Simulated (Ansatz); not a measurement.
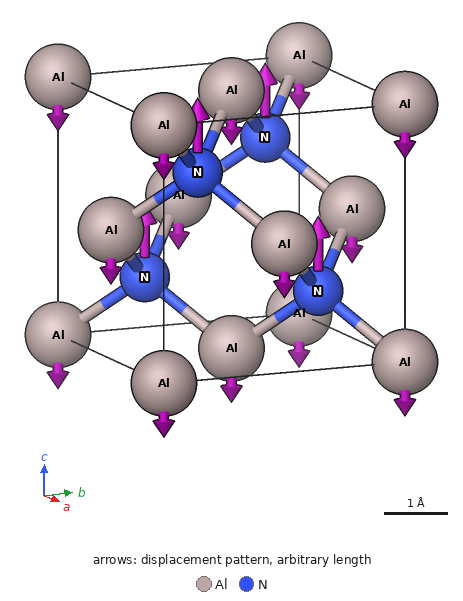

One vibrational mode of solid AlN relaxed at 30 GPa at the zone centre. Displacements are drawn as purple arrows; their common scale and sign are arbitrary. A ball-and-stick model of the conventional cell (4 times the calculation's cell), seen slightly off an axis. Lengths and directions refer to the drawn axes.

The calculation used DFT PBEsol, scalar-relativistic, plane waves, PAW in Ansatz. Set-up: plane-wave cutoff 420 eV; k-point mesh 10 × 10 × 10; occupations fixed; target pressure 30 GPa; no spin polarisation.

Frequencies are those without the non-analytic (LO–TO) term.

Question: Describe the mode and give its frequency.

Answer: This is the T₂ mode (triply degenerate; one member of the set is drawn) at 22.9 THz, the only optical level, infrared- and Raman-active by symmetry. The N sublattice moves against the Al sublattice, along c; the kinetic energy is shared as N 66 %, Al 34 %. Its infrared intensity is 48 (D/Å)²/amu for the set. The value is the transverse one; the longitudinal partner lies at 999 cm⁻¹.
